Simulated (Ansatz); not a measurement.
# Pt(111) / 1 layer Al(111) / Pt(111): resistance against film thickness, part 2 of 2

Wanted: interface resistance and thickness dependence for Pt(111) / 1 layer Al(111) / Pt(111).

Ansatz 0.2.0; Ansatz plane-wave DFT, PBEsol, PAW files; ballistic transport by layer matching (Landauer), zero bias; PAW set soft_1 (the session's first sound run).

So far. Step 2 (With 1 layer): The lead's potential steps by 9.2 meV from period to period, small in itself. The program estimates the junction's conductance to 2.9 % from the k-mesh, 0.7 % from the leads' distance from neutral and 5.3 % from their steps. Step 3 (With 3 layers, k-mesh 15×15×1, film layers 3): The conductance of the junction is 7.9e14 S/m², 4.3 % under the 8.3e14 S/m² of the last finished run, within the error estimates, leads' steps apart, of 2.9 and 4.9 %.

**4. With 5 layers, k-mesh 15×15×1, film layers 5**

The stack now holds 5 film layers; the k-mesh follows the cell, and the energies span -0.27 to 0.27 eV.

System of this step: Pt(111) / 5 layers Al(111) / Pt(111). The cell holds 15 atoms: 10 Pt and 5 Al. Cell: a = 2.773 Å, b = 2.773 Å, c = 35.092 Å, α = 90.0°, β = 90.0°, γ = 120.0°. It derives from Pt and Al. Regions: lead, 10 atoms (10 Pt); films, 5 atoms (5 Al). The structure is stacked along c, and the current runs across the ab planes.

Contents of input.yaml:

```yaml
crystal:
  lattice:
    - [2.7731313745, 0.0, 0.0]
    - [-1.3865656872, 2.4016022183, 0.0]
    - [0.0, 0.0, 35.091978103]
  atoms:
    - { symbol: Pt, position: [0.0, 0.0, 0.0322616793] }
    - { symbol: Pt, position: [0.3333333333, 0.6666666667, 0.0967850378] }
    - { symbol: Pt, position: [0.6666666667, 0.3333333333, 0.1613083964] }
    - { symbol: Pt, position: [0.0, 0.0, 0.225831755] }
    - { symbol: Al, position: [0.3333333333, 0.6666666667, 0.2935700757] }
    - { symbol: Al, position: [0.6666666667, 0.3333333333, 0.3645233586] }
    - { symbol: Al, position: [0.0, 0.0, 0.4354766414] }
    - { symbol: Al, position: [0.3333333333, 0.6666666667, 0.5064299243] }
    - { symbol: Al, position: [0.6666666667, 0.3333333333, 0.5773832072] }
    - { symbol: Pt, position: [0.0, 0.0, 0.6451215279] }
    - { symbol: Pt, position: [0.3333333333, 0.6666666667, 0.7096448865] }
    - { symbol: Pt, position: [0.6666666667, 0.3333333333, 0.774168245] }
    - { symbol: Pt, position: [0.0, 0.0, 0.8386916036] }
    - { symbol: Pt, position: [0.3333333333, 0.6666666667, 0.9032149622] }
    - { symbol: Pt, position: [0.6666666667, 0.3333333333, 0.9677383207] }
kpoints:
  mp_grid: { grid: [15, 15, 1] }
hamiltonian:
  xc: pbesol
  pseudopotentials: { kind: paw, azcp: { folder: soft_1 }, xc_functional: pbe }
scf:
  occupations: { method: fermi_dirac, width: 0.1 }
output:
  transmission:
    leads: [[0, 1]]
    kmesh: [30, 30]
    e_range: [-0.27, 0.27]
    de: 0.036
  write_potential: true
  write_density: true
  volumetric_format: npy
```

On the command line:

```bash
> ansatz run input.yaml --threads 4 --pin off --max-ram 8192MiB --backend cpu --events-out ev --progress --plain --runs-dir out
```

Numbers of over 12 decimals in the logs are rounded to 6 here.

Output:

```text
[...]
Crystal: 15 atoms, lattice volume = 233.711 Å³
Basis set: ecut = 420 eV, 4581 PW (Γ)
Bands: 117, of which v1, the nominal top of the filled ones, is band 98 counted from 1 (97 counted from 0)
Symmetry: 12 space group operations
[...]
k-points: 27 of 225
[...]
--- Transmission ---
  basis      : 61 plane waves across, 57 finite elements along
  points     : 91, standing for a mesh of 30 x 30
[...]
filled         : 18.4 meV over the level at which it is neutral
    channels       : 1.652222e0 a spin
[...]
slowest decay  : 0.0471 /Å at (0.3667, 0.2667)
  junction   : crystal 0 to crystal 0, -1.57 to 31.26 Å
    transmission   : 7.221051e-1 a spin
[...]
resistance     : 7.0504e-4 Ω µm² beyond half of each lead's own
[key lines of the parts left out:]
SCF converged after 10 iterations
Free energy (F): -126477.732022 eV
Fermi energy:    17.743663 eV
```

It took 65 s on 4 threads of INTEL XEON PLATINUM 8581C at 2.10GHz (Emerald Rapids), shared host; peak memory 1.1 GiB; 3.5 min of CPU time.

This step gave:

```
free energy                                                                : -126477.7320 eV
energy at zero smearing                                                    : -126477.4448 eV
Fermi energy                                                               : 17.74 eV
step of the lead's potential                                               : 0.8 meV
ballistic conductance of the lead                                          : 2.01e15 S/m²
estimated errors of the lead's conductance                                 : 0, 2.8, 2.8 % (band edges, k-mesh, distance from neutral)
lead conductance per cell                                                  : 1.729 G₀
conductance of the junction                                                : 8.32e14 S/m²
junction conductance per cell                                              : 0.7149 G₀
estimated errors of the junction's conductance                             : 0.2, 1.3, 6.9, 0.5, 1.7 % (energy step, band edges, k-mesh, leads' steps, distance from neutral)
area resistance that the stack adds (contact term taken off, spin by spin) : 0.7050 fΩ m²
```

Per spin. Transmission, zone mean against energy, zero at the Fermi level:

| energy (eV) | transmission, zone mean |
| --- | --- |
| -0.270 | 0.695 |
| -0.234 | 0.704 |
| -0.198 | 0.732 |
| -0.162 | 0.727 |
| -0.126 | 0.749 |
| -0.090 | 0.749 |
| -0.054 | 0.747 |
| -0.018 | 0.739 |
| 0.018 | 0.722 |
| 0.054 | 0.652 |
| 0.090 | 0.617 |
| 0.126 | 0.614 |
| 0.162 | 0.593 |
| 0.198 | 0.593 |
| 0.234 | 0.616 |
| 0.270 | 0.602 |

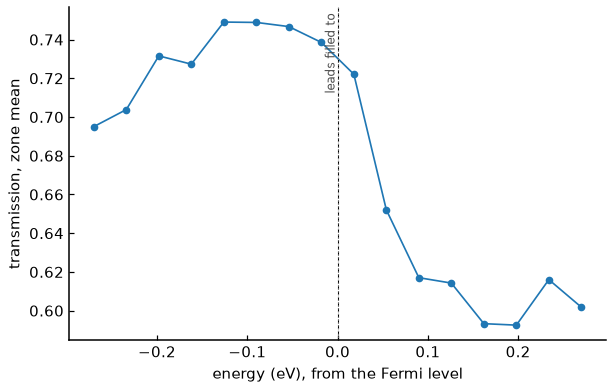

Transmission, zone mean against energy.

The conductance of the junction is 8.3e14 S/m², 4.9 % over the 7.9e14 S/m² of the last finished run, within the error estimates, leads' steps apart, of 4.9 and 6.9 %.

**5. With 7 layers, k-mesh 15×15×1, film layers 7**

The stack now holds 7 film layers; the k-mesh follows the cell, and the energies span -0.27 to 0.27 eV.

System of this step: Pt(111) / 7 layers Al(111) / Pt(111). The cell holds 15 atoms: 8 Pt and 7 Al. Cell: a = 2.773 Å, b = 2.773 Å, c = 35.543 Å, α = 90.0°, β = 90.0°, γ = 120.0°. It derives from Pt and Al. Regions: lead, 8 atoms (8 Pt); films, 7 atoms (7 Al). The structure is stacked along c, and the current runs across the ab planes.

input.yaml, the sections that differ from step 4:

```yaml
crystal:
  lattice:
    - [2.7731313745, 0.0, 0.0]
    - [-1.3865656872, 2.4016022183, 0.0]
    - [0.0, 0.0, 35.5432556299]
  atoms:
    - { symbol: Pt, position: [0.0, 0.0, 0.0318520665] }
    - { symbol: Pt, position: [0.3333333333, 0.6666666667, 0.0955561996] }
    - { symbol: Pt, position: [0.6666666667, 0.3333333333, 0.1592603326] }
    - { symbol: Pt, position: [0.0, 0.0, 0.2229644657] }
    - { symbol: Al, position: [0.3333333333, 0.6666666667, 0.2898427419] }
    - { symbol: Al, position: [0.6666666667, 0.3333333333, 0.3598951613] }
    - { symbol: Al, position: [0.0, 0.0, 0.4299475806] }
    - { symbol: Al, position: [0.3333333333, 0.6666666667, 0.5] }
    - { symbol: Al, position: [0.6666666667, 0.3333333333, 0.5700524194] }
    - { symbol: Al, position: [0.0, 0.0, 0.6401048387] }
    - { symbol: Al, position: [0.3333333333, 0.6666666667, 0.7101572581] }
    - { symbol: Pt, position: [0.6666666667, 0.3333333333, 0.7770355343] }
    - { symbol: Pt, position: [0.0, 0.0, 0.8407396674] }
    - { symbol: Pt, position: [0.3333333333, 0.6666666667, 0.9044438004] }
    - { symbol: Pt, position: [0.6666666667, 0.3333333333, 0.9681479335] }
# kpoints, hamiltonian, scf, output: as in step 4
```

Output:

```text
[...]
Crystal: 15 atoms, lattice volume = 236.717 Å³
Basis set: ecut = 420 eV, 4655 PW (Γ)
Bands: 99, of which v1, the nominal top of the filled ones, is band 83 counted from 1 (82 counted from 0)
Symmetry: 12 space group operations
[...]
k-points: 27 of 225
[...]
--- Transmission ---
  basis      : 61 plane waves across, 55 finite elements along
  points     : 91, standing for a mesh of 30 x 30
[...]
filled         : 19.0 meV over the level at which it is neutral
    channels       : 1.638889e0 a spin
[...]
slowest decay  : 0.0487 /Å at (0.3667, 0.2667)
  junction   : crystal 0 to crystal 0, 0.70 to 33.98 Å
    transmission   : 6.661687e-1 a spin
[...]
resistance     : 7.7211e-4 Ω µm² beyond half of each lead's own
[key lines of the parts left out:]
SCF converged after 11 iterations
Free energy (F): -102755.980708 eV
Fermi energy:    15.658575 eV
```

It took 61 s on 4 threads; peak memory 1.1 GiB; 3.3 min of CPU time.

Numbers from this step:

- free energy: -102755.9807 eV
- energy at zero smearing: -102755.7391 eV
- Fermi energy: 15.66 eV
- step of the lead's potential: 11.1 meV
- estimated errors of the lead's conductance: 0, 2.8, 2.9 % (band edges, k-mesh, distance from neutral)
- lead conductance per cell: 1.727 G₀
- conductance of the junction: 7.88e14 S/m²
- junction conductance per cell: 0.6770 G₀
- estimated errors of the junction's conductance: 0.9, 1, 5.8, 8.7, 1.2 % (energy step, band edges, k-mesh, leads' steps, distance from neutral)
- area resistance that the stack adds (contact term taken off, spin by spin): 0.7721 fΩ m²

Per spin. Transmission, zone mean against energy, zero at the Fermi level:

| energy (eV) | transmission, zone mean |
| --- | --- |
| -0.270 | 0.666 |
| -0.234 | 0.682 |
| -0.198 | 0.695 |
| -0.162 | 0.694 |
| -0.126 | 0.684 |
| -0.090 | 0.681 |
| -0.054 | 0.700 |
| -0.018 | 0.706 |
| 0.018 | 0.666 |
| 0.054 | 0.630 |
| 0.090 | 0.626 |
| 0.126 | 0.644 |
| 0.162 | 0.618 |
| 0.198 | 0.622 |
| 0.234 | 0.614 |
| 0.270 | 0.636 |

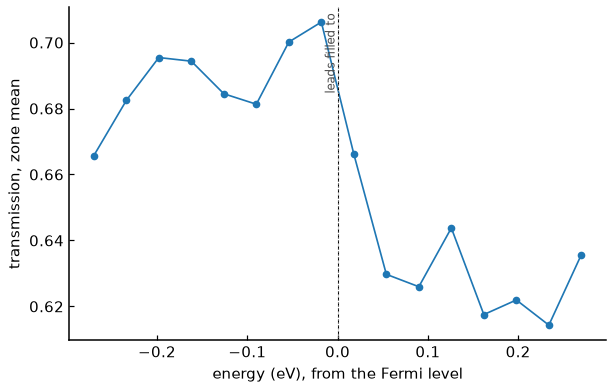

Transmission, zone mean against energy.

The conductance of the junction is 7.9e14 S/m², 5.3 % under the 8.3e14 S/m² of the last finished run, within the error estimates, leads' steps apart, of 6.9 and 5.8 %.

**6. With 9 layers, k-mesh 15×15×1, film layers 9**

The stack now holds 9 film layers; the k-mesh follows the cell, and the energies span -0.27 to 0.27 eV.

System of this step: Pt(111) / 9 layers Al(111) / Pt(111). The cell holds 18 atoms: 9 Pt and 9 Al. Its edges and angles: a = 2.773 Å, b = 2.773 Å, c = 42.787 Å, α = 90.0°, β = 90.0°, γ = 120.0°. It derives from Pt and Al. Regions: lead, 9 atoms (9 Pt); films, 9 atoms (9 Al). The structure is stacked along c, and the current runs across the ab planes.

input.yaml, the sections that differ from step 5:

```yaml
crystal:
  lattice:
    - [2.7731313745, 0.0, 0.0]
    - [-1.3865656872, 2.4016022183, 0.0]
    - [0.0, 0.0, 42.787290014]
  atoms:
    - { symbol: Pt, position: [0.0, 0.0, 0.0264594028] }
    - { symbol: Pt, position: [0.3333333333, 0.6666666667, 0.0793782085] }
    - { symbol: Pt, position: [0.6666666667, 0.3333333333, 0.1322970142] }
    - { symbol: Pt, position: [0.0, 0.0, 0.1852158199] }
    - { symbol: Al, position: [0.3333333333, 0.6666666667, 0.2407713754] }
    - { symbol: Al, position: [0.6666666667, 0.3333333333, 0.2989636809] }
    - { symbol: Al, position: [0.0, 0.0, 0.3571559863] }
    - { symbol: Al, position: [0.3333333333, 0.6666666667, 0.4153482917] }
    - { symbol: Al, position: [0.6666666667, 0.3333333333, 0.4735405972] }
    - { symbol: Al, position: [0.0, 0.0, 0.5317329026] }
    - { symbol: Al, position: [0.3333333333, 0.6666666667, 0.589925208] }
    - { symbol: Al, position: [0.6666666667, 0.3333333333, 0.6481175135] }
    - { symbol: Al, position: [0.0, 0.0, 0.7063098189] }
    - { symbol: Pt, position: [0.3333333333, 0.6666666667, 0.7618653745] }
    - { symbol: Pt, position: [0.6666666667, 0.3333333333, 0.8147841801] }
    - { symbol: Pt, position: [0.0, 0.0, 0.8677029858] }
    - { symbol: Pt, position: [0.3333333333, 0.6666666667, 0.9206217915] }
    - { symbol: Pt, position: [0.6666666667, 0.3333333333, 0.9735405972] }
# kpoints, hamiltonian, scf, output: as in step 5
```

Output:

```text
[...]
Crystal: 18 atoms, lattice volume = 284.962 Å³
Basis set: ecut = 420 eV, 5603 PW (Γ)
Bands: 114, of which v1, the nominal top of the filled ones, is band 95 counted from 1 (94 counted from 0)
Symmetry: 12 space group operations
[...]
k-points: 27 of 225
[...]
--- Transmission ---
  basis      : 61 plane waves across, 65 finite elements along
  points     : 91, standing for a mesh of 30 x 30
[...]
filled         : 19.4 meV over the level at which it is neutral
    channels       : 1.638889e0 a spin
[...]
slowest decay  : 0.0489 /Å at (0.3667, 0.2667)
  junction   : crystal 0 to crystal 0, -0.70 to 39.83 Å
    transmission   : 5.994448e-1 a spin
[...]
resistance     : 8.9319e-4 Ω µm² beyond half of each lead's own
[key lines of the parts left out:]
SCF converged after 11 iterations
Free energy (F): -116190.463798 eV
Fermi energy:    15.143154 eV
```

Run time: 74 s. Hardware: 4 threads; peak memory 1.3 GiB; 4 min of CPU time.

This step gave:

* free energy: -116190.4638 eV
* energy at zero smearing: -116190.1825 eV
* Fermi energy: 15.14 eV
* step of the lead's potential: 4.2 meV
* estimated errors of the lead's conductance: 0, 2.8, 3 % (band edges, k-mesh, distance from neutral)
* conductance of the junction: 7.19e14 S/m²
* junction conductance per cell: 0.6179 G₀
* estimated errors of the junction's conductance: 0.3, 1.5, 4.9, 3.4, 1.8 % (energy step, band edges, k-mesh, leads' steps, distance from neutral)
* area resistance that the stack adds (contact term taken off, spin by spin): 0.8932 fΩ m²

Per spin. The transmission, zone mean by energy, zero at the Fermi level:

| energy (eV) | transmission, zone mean |
| --- | --- |
| -0.270 | 0.652 |
| -0.234 | 0.690 |
| -0.198 | 0.651 |
| -0.162 | 0.655 |
| -0.126 | 0.665 |
| -0.090 | 0.664 |
| -0.054 | 0.660 |
| -0.018 | 0.627 |
| 0.018 | 0.599 |
| 0.054 | 0.584 |
| 0.090 | 0.591 |
| 0.126 | 0.619 |
| 0.162 | 0.631 |
| 0.198 | 0.624 |
| 0.234 | 0.595 |
| 0.270 | 0.596 |

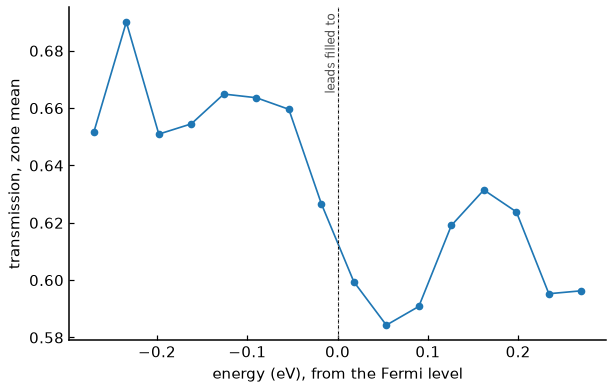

Transmission, zone mean, plotted against energy.

The conductance of the junction is 7.2e14 S/m², 8.7 % under the 7.9e14 S/m² of the last finished run, no more than the error estimates, leads' steps apart, of 5.8 and 4.9 % together.

**7. The ladder**

Times are for 4 threads of INTEL XEON PLATINUM 8581C at 2.10GHz (Emerald Rapids), shared host. The runs compared:

| no. | film layers | area resistance that the stack adds (contact term taken off, spin by spin) (fΩ m²) | conductance of the junction (S/m²) | time | memory (GiB) |
| --- | --- | --- | --- | --- | --- |
| 1 | 1 | 0.7096 | 8.29e14 | 84 s | 0.88 |
| 2 | 3 | 0.7644 | 7.93e14 | 62 s | 0.91 |
| 3 | 5 | 0.7050 | 8.32e14 | 65 s | 1.1 |
| 4 | 7 | 0.7721 | 7.88e14 | 61 s | 1.1 |
| 5 | 9 | 0.8932 | 7.19e14 | 74 s | 1.3 |

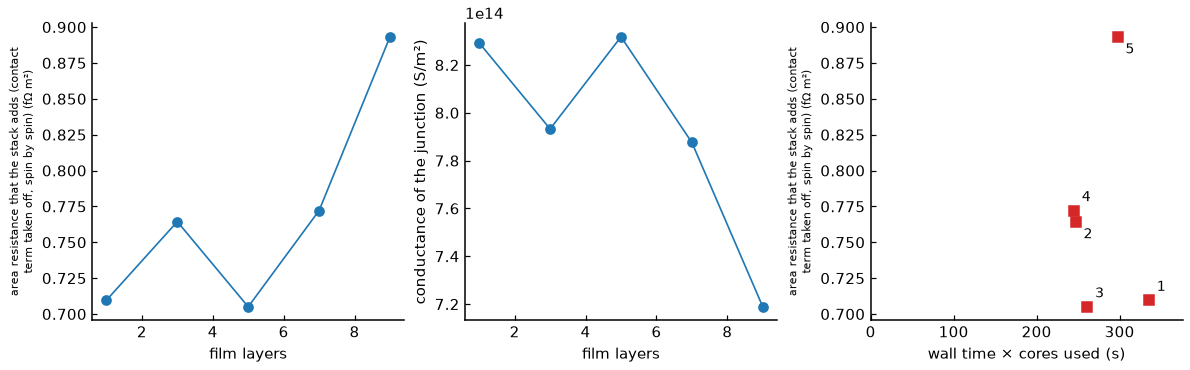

The series as plots; the last panel sets the first result against cost, with the runs numbered as in the table.

**8. With 3 layers**

This step: Ansatz plane-wave DFT, PBEsol, PAW files; ballistic transport by layer matching (Landauer), zero bias; changed: output.transmission.e_range = [-1, 1], output.transmission.de = 0.1; PAW set soft_1 (Ansatz 0.2.0).

System of this step: Pt(111) / 3 layers Al(111) / Pt(111). The cell holds 12 atoms: 9 Pt and 3 Al. Cell: a = 2.773 Å, b = 2.773 Å, c = 27.848 Å, α = 90.0°, β = 90.0°, γ = 120.0°. It derives from Pt and Al. Regions: lead, 9 atoms (9 Pt); films, 3 atoms (3 Al). The structure is stacked along c, and the current runs across the ab planes.

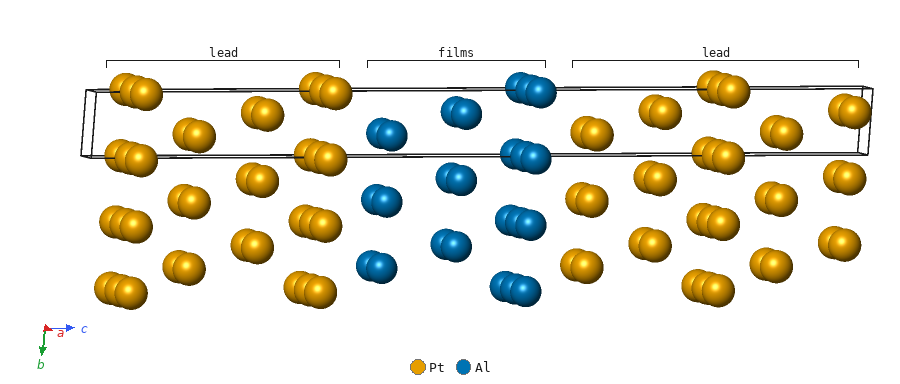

The cell of this step (platinum orange, aluminium blue). 2×3×1 cells are drawn. Some periodic images of atoms are drawn too.

Contents of input.yaml:

```yaml
crystal:
  lattice:
    - [2.7731313745, 0.0, 0.0]
    - [-1.3865656872, 2.4016022183, 0.0]
    - [0.0, 0.0, 27.8479437189]
  atoms:
    - { symbol: Pt, position: [0.0, 0.0, 0.0406538506] }
    - { symbol: Pt, position: [0.3333333333, 0.6666666667, 0.1219615517] }
    - { symbol: Pt, position: [0.6666666667, 0.3333333333, 0.2032692529] }
    - { symbol: Pt, position: [0.0, 0.0, 0.284576954] }
    - { symbol: Al, position: [0.3333333333, 0.6666666667, 0.3699359196] }
    - { symbol: Al, position: [0.6666666667, 0.3333333333, 0.4593461494] }
    - { symbol: Al, position: [0.0, 0.0, 0.5487563793] }
    - { symbol: Pt, position: [0.3333333333, 0.6666666667, 0.6341153448] }
    - { symbol: Pt, position: [0.6666666667, 0.3333333333, 0.715423046] }
    - { symbol: Pt, position: [0.0, 0.0, 0.7967307471] }
    - { symbol: Pt, position: [0.3333333333, 0.6666666667, 0.8780384483] }
    - { symbol: Pt, position: [0.6666666667, 0.3333333333, 0.9593461494] }
kpoints:
  mp_grid: { grid: [15, 15, 1] }
hamiltonian:
  xc: pbesol
  pseudopotentials: { kind: paw, azcp: { folder: soft_1 }, xc_functional: pbe }
scf:
  occupations: { method: fermi_dirac, width: 0.1 }
output:
  transmission: { leads: [[0, 1]], kmesh: [30, 30], e_range: [-1, 1], de: 0.1 }
  write_potential: true
  write_density: true
  volumetric_format: npy
```

Output:

```text
[...]
Crystal: 12 atoms, lattice volume = 185.466 Å³
Basis set: ecut = 420 eV, 3633 PW (Γ)
Bands: 103, of which v1, the nominal top of the filled ones, is band 86 counted from 1 (85 counted from 0)
Symmetry: 12 space group operations
[...]
k-points: 27 of 225
[...]
SCF iter   1: F=—  HF=-113052.730024 eV  |F-HF|=—  |Δ(HF+E_count)|=         —  Δρ=1.20e-1  dr2=3.91e2  ethr=3.10e-3  ⟨swp⟩=5.9  Hψ=9705  notcnv=0  defer=16
[...]
SCF iter  10: F=-113043.272767 eV  HF=-113043.272767 eV  |F-HF|=3.63e-8  |Δ(HF+E_count)|=   7.54e-9  Δρ=1.00e-6  dr2=3.69e-8  ethr=5.85e-11  ⟨swp⟩=8.6  Hψ=7260  notcnv=0
SCF 1 converged in 10 iterations: F = -113043.272767 eV  dr2 = 3.69e-8
[...]
transmission: 429 of 4277 steps passed
transmission: 856 of 4277 steps passed
[...]
transmission: 4277 of 4277 steps passed
SCF converged after 10 iterations
Free energy (F): -113043.272767 eV
[...]
Internal energy: -113042.792468 eV  (E = F + TS)
E sigma→0 (E₀):  -113043.032618 eV
Entropy (-TS):   -0.480298 eV (-40.025 meV/atom)
Fermi energy:    19.083668 eV
[...]
--- Band table (eV; the first three rows and the last of 27) ---
  k-point 0: bands = [... 82 lower, 17.6599, 17.6599, 18.0093, 18.0184, 18.0184, 18.1109, 18.4294, 18.4294, ... 13 higher]
  k-point 1: bands = [... 82 lower, 17.5412, 17.5702, 17.7056, 17.9472, 18.0386, 18.3028, 18.4434, 18.7843, ... 13 higher]
  k-point 2: bands = [... 82 lower, 17.5867, 17.6512, 17.7841, 18.0816, 18.3567, 18.4756, 18.7703, 18.8447, ... 13 higher]
  k-point 26: bands = [... 82 lower, 18.8295, 18.8295, 18.8739, 19.1031, 19.1031, 21.0080, 21.0080, 21.0809, ... 13 higher]
--- Transmission ---
  basis      : 61 plane waves across, 47 finite elements along
  points     : 91, standing for a mesh of 30 x 30
[...]
channels       : 1.802222e0 a spin
    conductance    : none, the energies end too early or step too widely for 300 K: set another output.transmission.e_range or a lower de, or, where they end at an eighth of basis.ecutwfc, a higher one
    slowest decay  : 0.0609 /Å at (0.3333, 0.3000)
  junction   : crystal 0 to crystal 0, -0.70 to 24.89 Å
    transmission   : 6.857488e-1 a spin
[...]
```

Elapsed: 43 s, on 4 threads; peak memory 0.91 GiB; 2.4 min of CPU time.

This step gave:

* free energy: -113043.2728 eV
* energy at zero smearing: -113043.0326 eV
* Fermi energy: 19.08 eV
* step of the lead's potential: 3.6 meV

Per spin. Transmission, zone mean against energy, zero at the Fermi level:

| energy (eV) | transmission, zone mean |
| --- | --- |
| -1.000 | 0.649 |
| -0.900 | 0.634 |
| -0.800 | 0.587 |
| -0.700 | 0.606 |
| -0.600 | 0.660 |
| -0.500 | 0.679 |
| -0.400 | 0.625 |
| -0.300 | 0.572 |
| -0.200 | 0.624 |
| -0.100 | 0.677 |
| 0.000 | 0.686 |
| 0.100 | 0.646 |
| 0.200 | 0.589 |
| 0.300 | 0.531 |
| 0.400 | 0.519 |
| 0.500 | 0.503 |
| 0.600 | 0.507 |
| 0.700 | 0.549 |
| 0.800 | 0.577 |
| 0.900 | 0.582 |
| 1.000 | 0.601 |

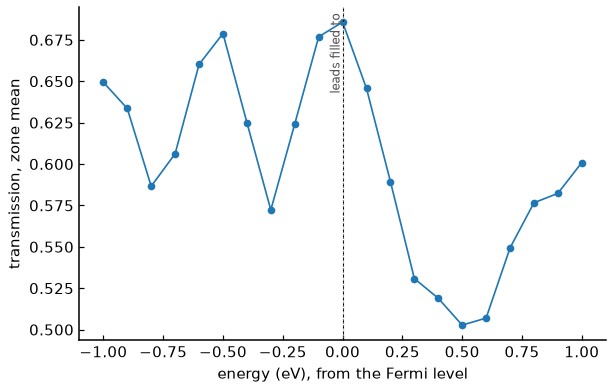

Transmission, zone mean, plotted against energy.

With these settings the solved energies don't cover or resolve the Fermi function, so the program prints no conductance.

**9. Outcome**

| Quantity | Value |
| --- | --- |
| area resistance, 1 layer | 0.710 fΩ m² |
| area resistance, 3 layers | 0.764 fΩ m² |
| area resistance, 5 layers | 0.705 fΩ m² |
| area resistance, 7 layers | 0.772 fΩ m² |
| area resistance, 9 layers | 0.893 fΩ m² |

**Reading.** The stack adds 0.71 fΩ m² with 1 layer and 0.89 fΩ m² with 9. From 3 to 9 layers it grows by 17 %, though no single step exceeds the two runs' error estimates together; nothing scatters inside a perfect film, so this is no ohmic growth. Atoms sit on ideal sites and aren't relaxed. Spin-orbit coupling is left out, which matters for Pt. Al(111) is compressed by 3.1 % in plane to fit Pt(111).

[Logs are printed without paths, hosts, clocks, repeated set-up lines and the standing remarks that a program may print on its own settings, such as how far it seeks lower states.]

[Hosts, paths, dates, database ids (printed as entryN), source tags and the programs' standing remarks are cut or masked in the printed files.]
